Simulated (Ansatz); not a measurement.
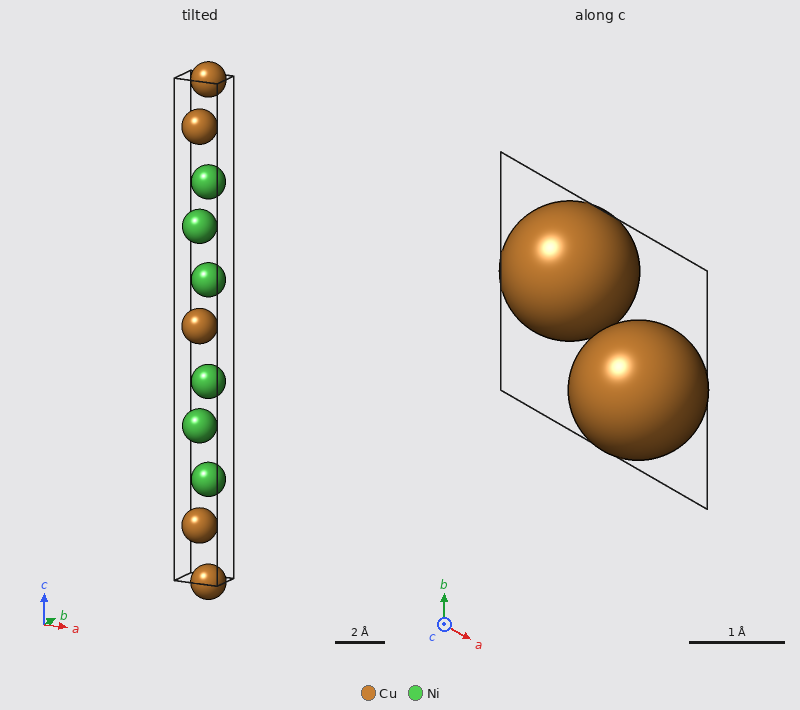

View slightly off an axis and along the c axis, drawn as a spheres-only model. Atoms at the boundary of the conventional unit cell (the box) are drawn once for each face, edge or corner they touch. Cell: a = 2.51 Å, b = 2.51 Å, c = 20.75 Å, α = 90.00°, β = 90.00°, γ = 120.00°.

The initial geometry was a structure type filled with these elements by a generator (whether the compound takes this form wasn't checked). Earlier steps of the study, as a rule a relaxation of our own, may have changed the cell and positions, so they can lie some per cent off the listed ones. It went into a calculation with Ansatz.

Notes on the structure:

Answer. Its composition is Cu₂Ni₃. It takes space group P-6m2 (No. 187) on a primitive hexagonal lattice. One cell contains 4 Cu, 6 Ni, 10 atoms in all. Cu takes three kinds of site: 1d with six Cu and six Ni in an anticuboctahedral arrangement (about 2.5 Å to Cu, 2.5 Å to Ni); 2h with nine Cu and three Ni in an anticuboctahedral arrangement (about 2.5 to 2.6 Å to Cu, 2.5 Å to Ni); 1e with twelve Cu in an anticuboctahedral arrangement at about 2.5 to 2.6 Å. Ni takes three kinds of site: 2h with twelve Ni in an anticuboctahedral arrangement at about 2.5 Å; 2i with nine Ni and three Cu in an anticuboctahedral arrangement (about 2.5 Å to Ni, 2.5 Å to Cu); 2i with nine Ni and three Cu in an anticuboctahedral arrangement (about 2.5 Å to Ni, 2.5 Å to Cu).

Level of theory and settings: Ansatz, DFT PBE, scalar-relativistic, plane waves, PAW, a plane-wave cutoff of 420 eV, an 18×18×2 grid in reciprocal space, Gaussian smearing of 0.1 eV, collinear spins.

Which atoms carry magnetic moments in this run, and how do they order?

Answer. The state reached is antiferromagnetic. Sizes: Ni 0.5 to 0.7 μB; net moment 0.0 μB in the run's cell of 10 atoms.

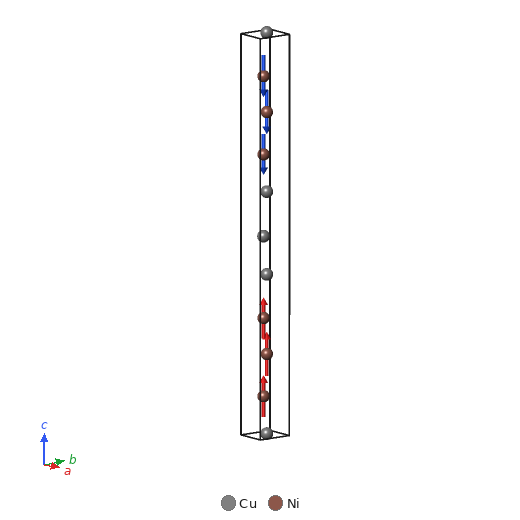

Site moments above 0.25 μB as arrows, small induced ones on non-metal atoms left out (red along the largest or up, blue against, purple across). The run's cell of 10 atoms is drawn, so axes and origin can differ from the first picture.

Does it come out as a metal, or with a gap?

Answer. A metal: bands cross the Fermi level.

What charge does Bader's analysis assign to each element?

Answer. Cu +0.02 e; Ni -0.03 to +0.01 e.

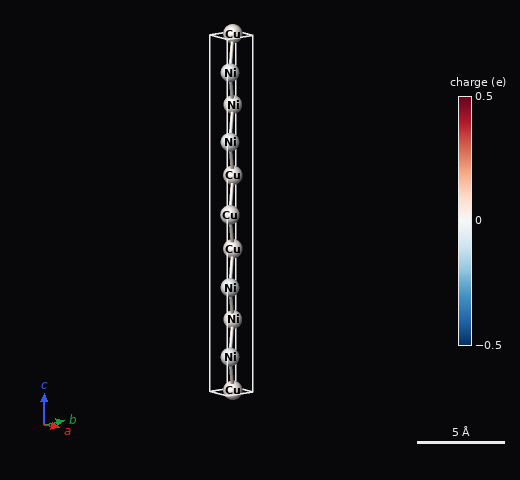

The atoms coloured by those charges. The run's cell of 10 atoms is drawn, so axes and origin can differ from the first picture.

Is this an equilibrium geometry for the method given?

Answer. Yes. All forces vanish to within 0.01 eV/Å. The pressure is 0.0 GPa, close to zero.
